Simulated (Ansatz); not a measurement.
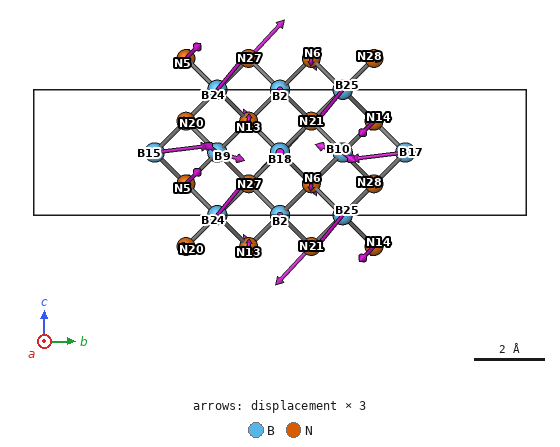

This is a relaxation of a wire of composition BN. The starting structure is drawn; purple arrows show the displacements (the part carried along by the change of the cell is left out), magnified 3 times.

The picture is a ball-and-stick view of the cell of the calculation, with the vacuum cut short (origin shifted), seen along the a axis.

Case: wire along [0 0 1], 28 atoms a period.

The calculation used Ansatz 0.2.0, DFT PBE, scalar-relativistic, plane waves, PAW.

Input file:
```yaml
crystal:
  lattice:
    - [15.3, 0.0, 0.0]
    - [0.0, 16.5, 0.0]
    - [0.0, 0.0, 3.6246970252]
  atoms:
    - { symbol: B, position: [0.3519323111, 0.5, 0.0], spin: 0.3 }
    - { symbol: B, position: [0.5888406134, 0.5, 0.0], spin: 0.3 }
    - { symbol: "N", position: [0.4111593866, 0.3352410443, 0.25], spin: 0.3 }
    - { symbol: "N", position: [0.4111593866, 0.5549196519, 0.25], spin: 0.3 }
    - { symbol: "N", position: [0.6480676889, 0.3352410443, 0.25], spin: 0.3 }
    - { symbol: "N", position: [0.6480676889, 0.5549196519, 0.25], spin: 0.3 }
    - { symbol: B, position: [0.3519323111, 0.3901606962, 0.5], spin: 0.3 }
    - { symbol: B, position: [0.3519323111, 0.6098393038, 0.5], spin: 0.3 }
    - { symbol: B, position: [0.5888406134, 0.3901606962, 0.5], spin: 0.3 }
    - { symbol: B, position: [0.5888406134, 0.6098393038, 0.5], spin: 0.3 }
    - { symbol: "N", position: [0.4111593866, 0.4450803481, 0.75], spin: 0.3 }
    - { symbol: "N", position: [0.4111593866, 0.6647589557, 0.75], spin: 0.3 }
    - { symbol: "N", position: [0.6480676889, 0.4450803481, 0.75], spin: 0.3 }
    - { symbol: "N", position: [0.6480676889, 0.6647589557, 0.75], spin: 0.3 }
    - { symbol: B, position: [0.4703864622, 0.2803213924, 0.5], spin: 0.3 }
    - { symbol: B, position: [0.4703864622, 0.5, 0.5], spin: 0.3 }
    - { symbol: B, position: [0.4703864622, 0.7196786076, 0.5], spin: 0.3 }
    - { symbol: B, position: [0.7072947645, 0.5, 0.5], spin: 0.3 }
    - { symbol: "N", position: [0.2927052355, 0.5549196519, 0.75], spin: 0.3 }
    - { symbol: "N", position: [0.5296135378, 0.3352410443, 0.75], spin: 0.3 }
    - { symbol: "N", position: [0.5296135378, 0.5549196519, 0.75], spin: 0.3 }
    - { symbol: B, position: [0.4703864622, 0.3901606962, 0.0], spin: 0.3 }
    - { symbol: B, position: [0.4703864622, 0.6098393038, 0.0], spin: 0.3 }
    - { symbol: B, position: [0.7072947645, 0.3901606962, 0.0], spin: 0.3 }
    - { symbol: B, position: [0.7072947645, 0.6098393038, 0.0], spin: 0.3 }
    - { symbol: "N", position: [0.2927052355, 0.4450803481, 0.25], spin: 0.3 }
    - { symbol: "N", position: [0.5296135378, 0.4450803481, 0.25], spin: 0.3 }
    - { symbol: "N", position: [0.5296135378, 0.6647589557, 0.25], spin: 0.3 }
basis:
  ecutwfc: 420
kpoints:
  mp_grid: { grid: [1, 1, 9] }
hamiltonian:
  xc: pbe
scf:
  occupations: { method: gaussian, width: 0.05 }
  lower_state_search: "off"
output:
  forces: true
  stress: true
  eigenvalues: true
  populations: true
  write_density: true
  write_potential: true
  elf: true
  volumetric_format: npy
magnetization:
  spin_polarized: true
relax:
  adjacent_minimum: "off"
  f_tol: 0.02
  max_steps: 45
  cell: { fix: [a, b, alpha, beta, gamma], stress_tol: 0.03 }
```

Launched with:
```bash
ansatz run input.yaml --threads 4 --pin off --max-ram 11264MiB --backend cpu --events-out ev --progress --plain --runs-dir out
```

Describe the change and its energy.

The largest moves relative to the layer's centre, 0.54 Å, are those of B15 and B17. By element the largest moves are B 0.54 Å, N 0.52 Å. Along the periodic axis the drawn cell goes c 3.625 → 3.654 Å (+0.8 %). Near-neighbour distances that change, for instance: N19–N26 2.563 → 1.546 Å, B18–B24 2.563 → 2.119 Å, B10–B25 2.563 → 2.171 Å, B15–B22 2.563 → 2.204 Å. Among the angles between lasting bonds that change: N3–B15–N20 109.5° → 149.3°, N12–B8–N19 109.5° → 130.3°, N5–B24–N13 109.5° → 126.3°. Over 11 accepted moves (13 points after the start) the energy falls by 10.992 eV per cell of the calculation. The largest force component goes from 5.5 to 0.02 eV/Å. The line search rejected the trial step at point 5 of the run. At 1 point the geometry stayed and the basis and grid were re-selected for the new cell (energy shift of 8.8 meV per cell of the calculation at most each time). The program noted that the starting moments weren't kept. Cost: 13 min on 4 threads of Arm Neoverse V2, on a shared host, peak memory 2.3 GiB.
